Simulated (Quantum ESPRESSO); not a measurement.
# A series of single points on Zn

System: Zn (Fm-3m, 1 atom in the cell).
Method: Kohn-Sham DFT of a periodic cell, PBE, SSSP 1.3 efficiency PBE, no spin polarisation (Quantum ESPRESSO 7.5).

The 7 runs differ only in the geometry, by an even scaling of the cell at fixed fractional positions. The structure derives from a Materials Project entry.

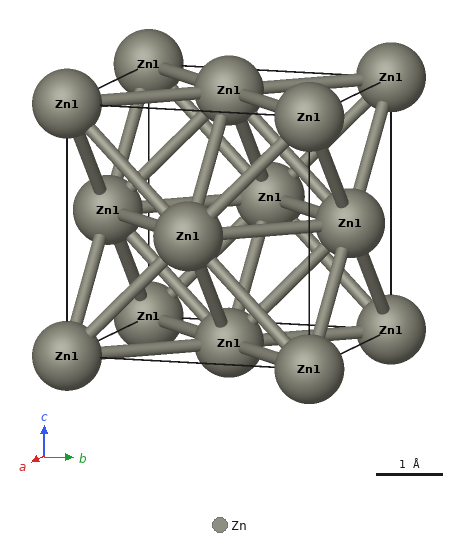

Figure 1. The structure of run 4 (ball-and-stick view of the cell 4 times as large as that of the calculation, set on its symmetry axes, seen slightly off an axis; atoms are numbered from 1 in the order of the input).

### Input of run 4
```
&CONTROL
  calculation = 'scf'
  prefix = 'pwscf'
  outdir = './tmp'
  pseudo_dir = './pseudo'
  tprnfor = .true.
  tstress = .true.
  disk_io = 'nowf'
/
&SYSTEM
  ibrav = 0
  nat = 1
  ntyp = 1
  ecutwfc = 55
  ecutrho = 440
  nbnd = 16
  occupations = 'smearing'
  smearing = 'fd'
  degauss = 0.00367493
/
&ELECTRONS
  conv_thr = 2d-10
  electron_maxstep = 120
  mixing_beta = 0.5
/
ATOMIC_SPECIES
Zn    65.3800 Zn_pbe_v1.uspp.F.UPF
CELL_PARAMETERS angstrom
   0.0000000000    1.9647760000    1.9647760000
   1.9647760000    0.0000000000    1.9647760000
   1.9647760000    1.9647760000    0.0000000000
ATOMIC_POSITIONS crystal
Zn     0.0000000000    0.0000000000    0.0000000000
K_POINTS automatic
12 12 12 0 0 0
```

Command:
```bash
OMP_NUM_THREADS=1 pw.x -in pw.in > pw.out
```

Lattice vectors (Å) and fractional positions of run 4:
```
   0.000000    1.964776    1.964776
   1.964776    0.000000    1.964776
   1.964776    1.964776    0.000000
Zn  0.000000  0.000000  0.000000
```

Run 3 differs from it as follows:
```diff
-   0.0000000000    1.9647760000    1.9647760000
-   1.9647760000    0.0000000000    1.9647760000
-   1.9647760000    1.9647760000    0.0000000000
+   0.0000000000    1.9515891866    1.9515891866
+   1.9515891866    0.0000000000    1.9515891866
+   1.9515891866    1.9515891866    0.0000000000
```

### Results, with one run withheld

```csv
run,volume per atom (Å³),"free energy per atom, from the lowest run given (meV)",pressure (GPa)
1,14.259,12.89,4.63
2,14.563,5.43,2.78
3,14.866,?,?
4,15.169,0.00,−0.28
5,15.473,1.31,−1.55
6,15.776,4.85,−2.66
7,16.080,10.38,−3.63
```

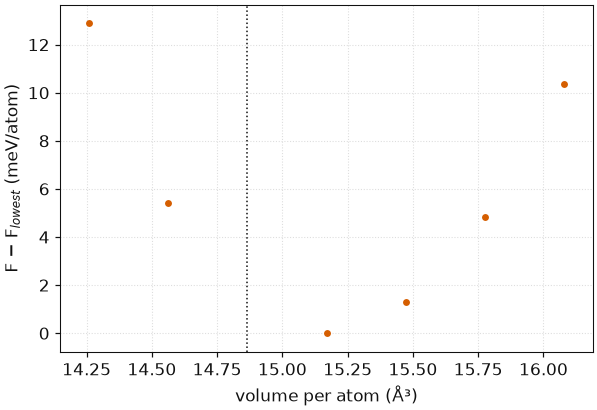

Figure 2. Free energy per atom of the runs given; the dotted line marks run 3.

Estimate the energy of run 3 from the others.

A cubic polynomial in V^(−2/3) (the Birch–Murnaghan form), fitted to the 6 runs given, misses them by at most 0.01 meV per atom. With x = V^(−2/3) − 0.16299 Å⁻², it reads F = 0.026445 − 139.32 x + 2.6908e+05 x² + 1.1135e+06 x³ (meV per atom). At run 3 it gives 1.27 meV per atom, and the run itself gives 1.28. The slope of the fit gives a pressure −dF/dV of 1.40 GPa there, and the run prints 1.15 GPa. The two needn't agree exactly: the fit is approximate, and the printed stress is taken on a finite basis. The fit has its minimum at 15.161 Å³ per atom, where V d²F/dV² gives 67.6 GPa: the bulk modulus at this level, since symmetry fixes the shape and the positions.

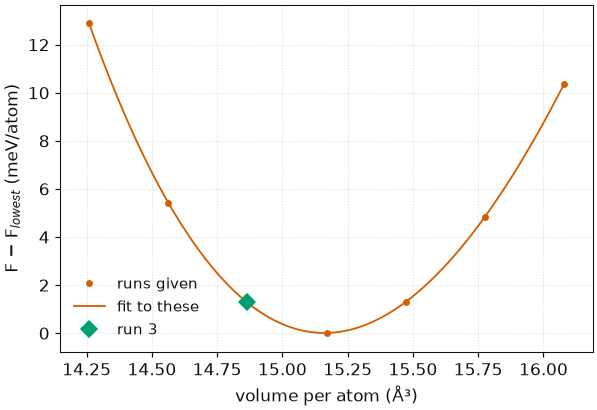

Figure 3. The fit and the withheld run.

### Some lines of the output (run 3)
```
[...]
     unit-cell volume          =     100.3210 (a.u.)^3
     number of k points=    72  Fermi-Dirac smearing, width (Ry)=  0.0037
     total energy              =    -461.54060694 Ry
     total energy              =    -461.54949758 Ry
     total energy              =    -461.55236558 Ry
     total energy              =    -461.55238148 Ry
     total energy              =    -461.55238789 Ry
     total energy              =    -461.55238897 Ry
     total energy              =    -461.55238900 Ry
     the Fermi energy is    13.8339 ev
!    total energy              =    -461.55238900 Ry
     The total energy is F=E-TS. E is the sum of the following terms:
     Computing stress (Cartesian axis) and pressure
          total   stress  (Ry/bohr**3)                   (kbar)     P=       11.52
```
